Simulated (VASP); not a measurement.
Single-point calculation, with input and output: GaN (part 2 of 2)

The same run, continued: GaN (2 atoms in the cell); DFT, plane waves, PAW, settings varied from a PBE run (VASP 6.6.1); 8×8×8 k-mesh. The structure was built on a prototype by a generator.

Geometry of the input (Å; fractional positions):
```
0.0529  2.3317  2.3327
2.3219  0.0626  2.3230
2.2842  2.2843  0.1003
Ga 0.9927  0.0116  0.9899
N  0.2449  0.2580  0.2411
```

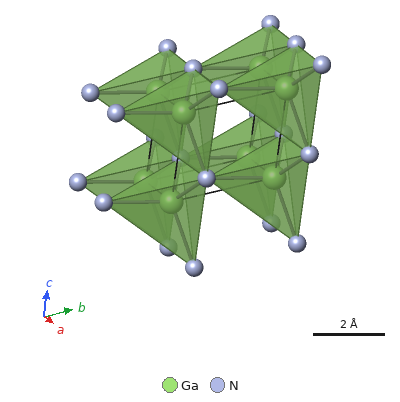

The input geometry (polyhedral view of the reduced cell, seen slightly off an axis; polyhedra are completed across the faces of the cell).

Parts of OUTCAR, continued:
```
  -0.18750000  0.43750000  0.31250000       0.004
  -0.06250000  0.43750000  0.31250000       0.004
   0.06250000 -0.43750000  0.31250000       0.004
   0.18750000 -0.43750000  0.31250000       0.004
   0.31250000 -0.43750000  0.31250000       0.004
   0.43750000 -0.43750000  0.31250000       0.004
  -0.43750000 -0.43750000  0.31250000       0.004
  -0.31250000 -0.43750000  0.31250000       0.004
  -0.18750000 -0.43750000  0.31250000       0.004
  -0.06250000 -0.43750000  0.31250000       0.004
   0.06250000 -0.31250000  0.31250000       0.004
   0.18750000 -0.31250000  0.31250000       0.004
   0.31250000 -0.31250000  0.31250000       0.004
   0.43750000 -0.31250000  0.31250000       0.004
  -0.43750000 -0.31250000  0.31250000       0.004
  -0.31250000 -0.31250000  0.31250000       0.004
  -0.18750000 -0.31250000  0.31250000       0.004
  -0.06250000 -0.31250000  0.31250000       0.004
   0.06250000 -0.18750000  0.31250000       0.004
   0.18750000 -0.18750000  0.31250000       0.004
   0.31250000 -0.18750000  0.31250000       0.004
   0.43750000 -0.18750000  0.31250000       0.004
  -0.43750000 -0.18750000  0.31250000       0.004
  -0.31250000 -0.18750000  0.31250000       0.004
  -0.18750000 -0.18750000  0.31250000       0.004
  -0.06250000 -0.18750000  0.31250000       0.004
   0.06250000 -0.06250000  0.31250000       0.004
   0.18750000 -0.06250000  0.31250000       0.004
   0.31250000 -0.06250000  0.31250000       0.004
   0.43750000 -0.06250000  0.31250000       0.004
  -0.43750000 -0.06250000  0.31250000       0.004
  -0.31250000 -0.06250000  0.31250000       0.004
  -0.18750000 -0.06250000  0.31250000       0.004
  -0.06250000 -0.06250000  0.31250000       0.004
   0.06250000  0.06250000  0.43750000       0.004
   0.18750000  0.06250000  0.43750000       0.004
   0.31250000  0.06250000  0.43750000       0.004
   0.43750000  0.06250000  0.43750000       0.004
  -0.43750000  0.06250000  0.43750000       0.004
  -0.31250000  0.06250000  0.43750000       0.004
  -0.18750000  0.06250000  0.43750000       0.004
  -0.06250000  0.06250000  0.43750000       0.004
   0.06250000  0.18750000  0.43750000       0.004
   0.18750000  0.18750000  0.43750000       0.004
   0.31250000  0.18750000  0.43750000       0.004
   0.43750000  0.18750000  0.43750000       0.004
  -0.43750000  0.18750000  0.43750000       0.004
  -0.31250000  0.18750000  0.43750000       0.004
  -0.18750000  0.18750000  0.43750000       0.004
  -0.06250000  0.18750000  0.43750000       0.004
   0.06250000  0.31250000  0.43750000       0.004
   0.18750000  0.31250000  0.43750000       0.004
   0.31250000  0.31250000  0.43750000       0.004
   0.43750000  0.31250000  0.43750000       0.004
  -0.43750000  0.31250000  0.43750000       0.004
  -0.31250000  0.31250000  0.43750000       0.004
  -0.18750000  0.31250000  0.43750000       0.004
  -0.06250000  0.31250000  0.43750000       0.004
   0.06250000  0.43750000  0.43750000       0.004
   0.18750000  0.43750000  0.43750000       0.004
   0.31250000  0.43750000  0.43750000       0.004
   0.43750000  0.43750000  0.43750000       0.004
  -0.43750000  0.43750000  0.43750000       0.004
  -0.31250000  0.43750000  0.43750000       0.004
  -0.18750000  0.43750000  0.43750000       0.004
  -0.06250000  0.43750000  0.43750000       0.004
   0.06250000 -0.43750000  0.43750000       0.004
   0.18750000 -0.43750000  0.43750000       0.004
   0.31250000 -0.43750000  0.43750000       0.004
   0.43750000 -0.43750000  0.43750000       0.004
  -0.43750000 -0.43750000  0.43750000       0.004
  -0.31250000 -0.43750000  0.43750000       0.004
  -0.18750000 -0.43750000  0.43750000       0.004
  -0.06250000 -0.43750000  0.43750000       0.004
   0.06250000 -0.31250000  0.43750000       0.004
   0.18750000 -0.31250000  0.43750000       0.004
   0.31250000 -0.31250000  0.43750000       0.004
   0.43750000 -0.31250000  0.43750000       0.004
  -0.43750000 -0.31250000  0.43750000       0.004
  -0.31250000 -0.31250000  0.43750000       0.004
  -0.18750000 -0.31250000  0.43750000       0.004
  -0.06250000 -0.31250000  0.43750000       0.004
   0.06250000 -0.18750000  0.43750000       0.004
   0.18750000 -0.18750000  0.43750000       0.004
   0.31250000 -0.18750000  0.43750000       0.004
   0.43750000 -0.18750000  0.43750000       0.004
  -0.43750000 -0.18750000  0.43750000       0.004
  -0.31250000 -0.18750000  0.43750000       0.004
  -0.18750000 -0.18750000  0.43750000       0.004
  -0.06250000 -0.18750000  0.43750000       0.004
   0.06250000 -0.06250000  0.43750000       0.004
   0.18750000 -0.06250000  0.43750000       0.004
   0.31250000 -0.06250000  0.43750000       0.004
   0.43750000 -0.06250000  0.43750000       0.004
  -0.43750000 -0.06250000  0.43750000       0.004
  -0.31250000 -0.06250000  0.43750000       0.004
  -0.18750000 -0.06250000  0.43750000       0.004
  -0.06250000 -0.06250000  0.43750000       0.004

 E-fermi :   5.4087

 k-point     1 :       0.0625    0.0625    0.0625
  band No.  band energies     occupation
      1     -10.7051      2.00000
      2      -8.4693      2.00000
      3      -8.4649      2.00000
      4      -8.4451      2.00000
      5      -8.1778      2.00000
      6      -8.1768      2.00000
      7       4.2640      2.00000
      8       4.9445      2.00000
      9       5.0320      2.00000
     10       6.9011      0.00000
     11      14.2371      0.00000
     12      15.2118      0.00000
     13      15.8791      0.00000
     14      22.3365      0.00000
     15      22.9202      0.00000
     16      23.0067      0.00000

 k-point     2 :       0.1875    0.0625    0.0625
  band No.  band energies     occupation
      1     -10.5136      2.00000
      2      -8.4470      2.00000
      3      -8.4406      2.00000
      4      -8.3516      2.00000
      5      -8.1823      2.00000
      6      -8.1704      2.00000
      7       2.9292      2.00000
      8       4.3588      2.00000
      9       4.9175      2.00000
     10       8.0866      0.00000
     11      13.9418      0.00000
     12      15.1392      0.00000
     13      16.0138      0.00000
     14      21.2808      0.00000
     15      21.4432      0.00000
     16      23.3599      0.00000

 k-point     3 :       0.3125    0.0625    0.0625
  band No.  band energies     occupation
      1     -10.1817      2.00000
      2      -8.4093      2.00000
      3      -8.4039      2.00000
      4      -8.1800      2.00000
      5      -8.1745      2.00000
      6      -7.9642      2.00000
      7       0.8049      2.00000
      8       3.8980      2.00000
      9       4.5624      2.00000
     10       9.1611      0.00000
     11      13.5470      0.00000
     12      15.0166      0.00000
     13      16.0441      0.00000
     14      20.8088      0.00000
     15      21.4934      0.00000
     16      22.5823      0.00000

 k-point     4 :       0.4375    0.0625    0.0625
  band No.  band energies     occupation
      1      -9.9721      2.00000
      2      -8.3953      2.00000
      3      -8.3801      2.00000
      4      -8.1551      2.00000
      5      -8.1445      2.00000
      6      -7.2662      2.00000
      7      -1.1359      2.00000
      8       3.6988      2.00000
      9       4.1976      2.00000
     10       9.5851      0.00000
     11      13.3287      0.00000
     12      14.9677      0.00000
     13      15.7883      0.00000
     14      20.6852      0.00000
     15      23.0372      0.00000
     16      23.5483      0.00000

 k-point     5 :      -0.4375    0.0625    0.0625
  band No.  band energies     occupation
      1      -9.9258      2.00000
      2      -8.3935      2.00000
      3      -8.3744      2.00000
      4      -8.1536      2.00000
      5      -8.1234      2.00000
      6      -6.9114      2.00000
      7      -1.8318      2.00000
      8       3.7758      2.00000
      9       4.0133      2.00000
     10       9.6324      0.00000
     11      13.1636      0.00000
     12      14.9748      0.00000
     13      15.7245      0.00000
     14      20.6090      0.00000
     15      22.9391      0.00000
     16      25.0641      0.00000

 [... the levels of 250 k-points are left out ...]

 k-point   256 :      -0.0625   -0.0625    0.4375
  band No.  band energies     occupation
      1      -9.9029      2.00000
      2      -8.3806      2.00000
      3      -8.3657      2.00000
      4      -8.1425      2.00000
      5      -8.1171      2.00000
      6      -6.7511      2.00000
      7      -1.7539      2.00000
      8       3.6193      2.00000
      9       3.8077      2.00000
     10       9.3220      0.00000
     11      13.2467      0.00000
     12      14.8533      0.00000
     13      15.1642      0.00000
     14      20.3284      0.00000
     15      23.2231      0.00000
     16      24.8261      0.00000

  Total        0.0518971      0.0561074      0.0782347     -0.0649714     -1.1975557     -1.0722110
  in kB        3.5250349      3.8110123      5.3139787     -4.4130887    -81.3422391    -72.8283800
  external PRESSURE =       4.2166753 kB  Pullay stress =       0.0000000 kB

 POSITION                                       TOTAL-FORCE (eV/Angst)
 -----------------------------------------------------------------------------------
      2.34058      4.57663      2.44191         0.270098      0.356287     -0.099602
      1.16273      1.13793      1.19479        -0.270098     -0.356287      0.099602
 -----------------------------------------------------------------------------------
    total drift:                                0.000097      0.000173      0.000049

  FREE ENERGIE OF THE ION-ELECTRON SYSTEM (eV)
  ---------------------------------------------------
  free  energy   TOTEN  =       -12.1024601496 eV

  energy  without entropy=      -12.1024601496  energy(sigma->0) =      -12.10246015
```

Results in brief:

| quantity | value |
| --- | --- |
| outcome | converged |
| space group (tolerance 0.01 Å) | P1 (1) |
| electrons treated | 18 |
| free energy | −12.1025 eV |
| Fermi energy | 5.409 eV |
| band gap | 1.87 eV |
| pressure | 0.42 GPa |
| largest force (length of the vector) | 0.458 eV/Å |
| hardware | 1 CPU thread, shared host |
| wall time | 33 s |
| peak memory | 0.22 GiB |

Remarks:

Settings chosen away from the usual ones: NELM = 84.
